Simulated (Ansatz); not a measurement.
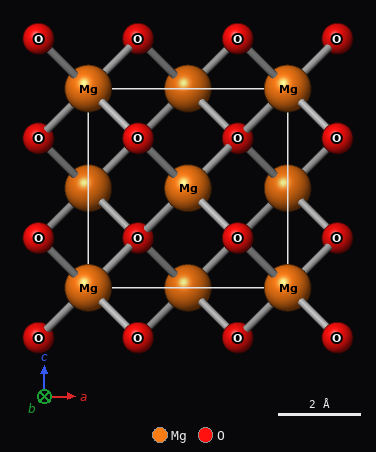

Crystalline MgO (a generated structure, set up in F-43m) (coarse preliminary run), before the relaxation. Style: ball-and-stick. Shown: the conventional cell (4 times the calculation's cell), along the b axis. Lengths and directions refer to the drawn axes.

The calculation used DFT PBE, scalar-relativistic, plane waves, PAW (Ansatz 0.2.0).

Input file:
```yaml
crystal:
  lattice:
    - [0.0, 2.44686113, 2.44686113]
    - [2.44686113, 0.0, 2.44686113]
    - [2.44686113, 2.44686113, 0.0]
  atoms:
    - { symbol: Mg, position: [0.0, 0.0, 0.0] }
    - { symbol: O, position: [0.75, 0.75, 0.75] }
basis:
  ecutwfc: 420
kpoints:
  mp_grid: { grid: [6, 6, 6] }
hamiltonian:
  xc: pbe
scf:
  occupations: { method: gaussian, width: 0.1 }
  lower_state_search: "off"
output:
  forces: true
  stress: true
  eigenvalues: true
relax:
  adjacent_minimum: "off"
  f_tol: 0.04
  max_steps: 70
  cell: { stress_tol: 0.4 }
```

Command:
```bash
ansatz run input.yaml --threads 1 --pin off --max-ram 2560MiB --backend cpu --events-out ev --progress --plain --runs-dir out
```

Where does the relaxation end?

After 4 accepted moves (6 points after the start) the energy has fallen by 0.245 eV per cell of the calculation. All forces vanish by symmetry, so only the cell relaxes. Pressure: −14.16 GPa at the start and −0.01 GPa at the end. At 2 points the geometry stayed and the basis and grid were re-selected for the new cell (energy shift of 4.8 meV per cell of the calculation at most each time). No atom moves by more than 0.005 Å relative to the cell. The drawn cell changes as follows: a = b = c 4.894 → 4.613 Å (−5.7 %); the volume changes by −16.3 %. Some distances before and after: Mg1–O2 2.119 → 1.997 Å. The space group stays F-43m (No. 216).

The structure at the end:

```xyz
2
Lattice="0.0000 2.3063 2.3063 2.3063 0.0000 2.3063 2.3063 2.3063 0.0000" Properties=species:S:1:pos:R:3 pbc="T T T"
Mg    0.0000    0.0000    0.0000
O     3.4594    3.4594    3.4594
```

The end point in the same view:

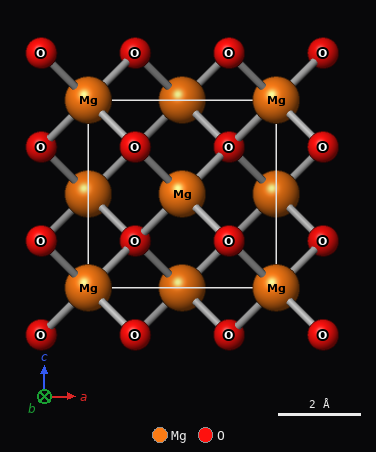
